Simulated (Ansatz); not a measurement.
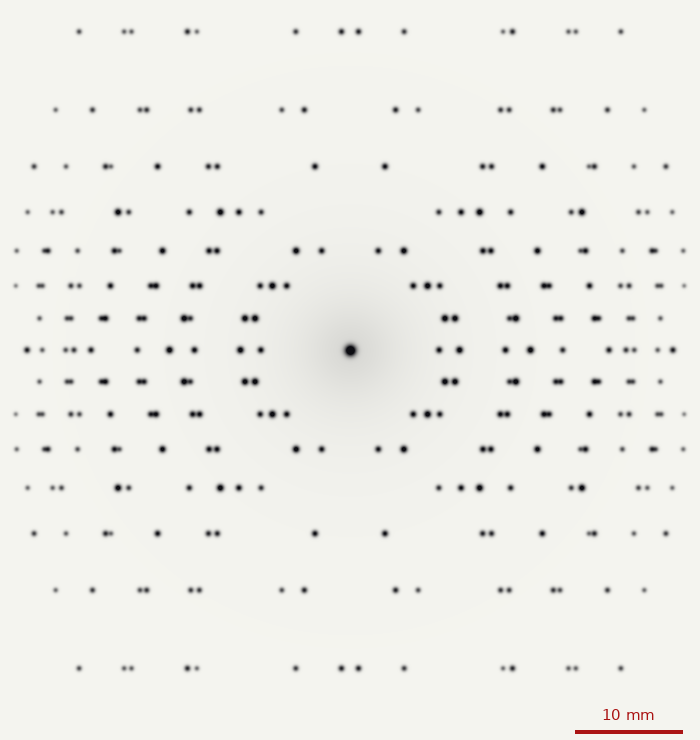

Simulated X-ray rotation photograph: Mo Kα radiation (λ = 0.7107 Å), cylindrical film of radius 28.65 mm unrolled, rotation axis vertical and normal to the beam, kinematic intensities without Lorentz or polarisation factors, the film spanning ±63° about the beam; spots down to d = 0.67 Å.

Question: Measure the layer lines and find the identity period along the axis.

Answer: The first layer line lies 3.0 mm from the equator, so tan ν = 0.104, sin ν = 0.103 and the period is λ/sin ν = 6.88 Å. Further lines follow at 6.0, 9.3, 13.0, 17.3, 22.6, 30.0 mm.

The crystal is Si, space group Pm-3n (No. 223), a = 4.87 Å. Structure: the input geometry of an electronic-structure calculation (not necessarily at equilibrium); the starting structure was generated, so it need not be a known form of this composition.

Question: About which axis was it rotated?

Answer: About [110] (or an equivalent direction), whose length in the conventional cell is 6.884 Å.
